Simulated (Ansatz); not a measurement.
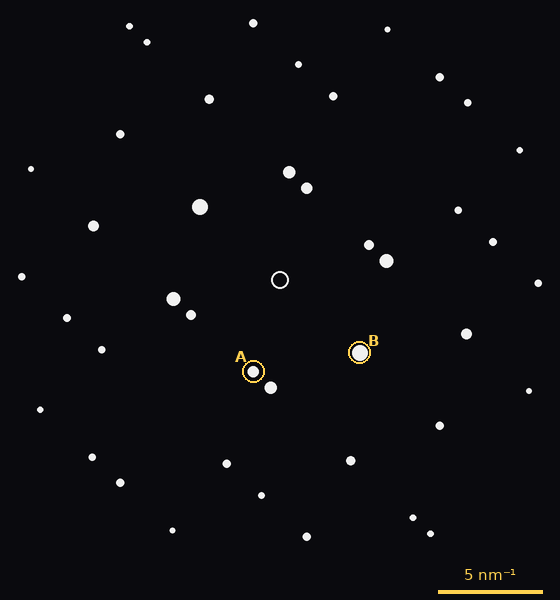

Simulated selected-area electron diffraction pattern (300 kV, kinematic approximation, thin crystal, B = 0.5 Å² for all atoms). Two individuals of a reflection twin are superposed (a geometric construction: whether this twin forms is not tested; the second individual is smaller and so fainter). Crystal: Ni, space group P6_3/mmc (No. 194), a = 2.50 Å, c = 4.11 Å (hexagonal axes), zone axis [101]. Structure: the input geometry of an electronic-structure calculation (not necessarily at equilibrium); the starting structure was generated, so it need not be a known form of this composition.

| atom | site | symmetry | x | y | z |
| --- | --- | --- | --- | --- | --- |
| Ni | 2c | -6m2 | 0.6667 | 0.3333 | 0.7500 |

In the first individual spot A is 0 -1 0 and spot B is 1 -1 -1.

Q: On which plane is the crystal twinned?

A: (1-1-1). The spot positions of the combined pattern are mirror-symmetric about the row through 1 -1 -1 (d = 1.917 Å), which both individuals share, while a single individual has only symmetry 2mm without that mirror line. Friedel's law adds the mirror line at right angles, so a twin on (9 14 -9) would give the same picture; the more widely spaced plane was used.

Q: Which other reflections coincide?

A: Within the frame only the reflections of the common row coincide.
